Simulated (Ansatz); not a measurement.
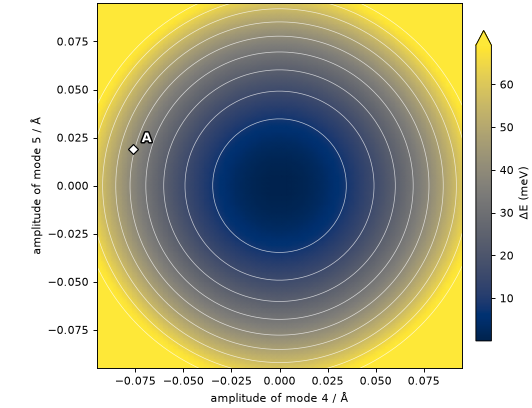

AlNi (Pm-3m, No. 221; 2 atoms in the cell). The energy is mapped over two normal modes frozen in (zone-centre modes of the 2-atom cell of this scan). First axis: amplitude of mode 4 (302 cm⁻¹), largest displacement. Second axis: amplitude of mode 5 (302 cm⁻¹), largest displacement. Nothing is relaxed (the cell and all other modes fixed). The grid has 11 × 11 points; 21 points were computed and 100 follow by symmetry. Points are written as (first, second). All energies are given in meV per cell relative to the lowest grid point. The runs have no spin polarisation; a magnetic state may lie lower. Level of theory: DFT PBEsol, scalar-relativistic, plane waves, PAW in Ansatz 0.2.0. Settings: cutoff 520 eV, k-mesh 16×16×16, gaussian smearing 0.15 eV, no spin polarisation.

The picture shows a smooth colour map with a few white contour lines, one colour for all values above the top of the scale, the point A. Between grid points the surface is interpolated.

### Which way does the force act at A, and how strong is it?

A, at (−0.076 Å, 0.019 Å), is not a stationary point. The computed force is 1000 meV for each Å towards larger values of the first coordinate and 260 meV for each Å towards smaller values of the second coordinate.

PAW datasets: the set soft_1.
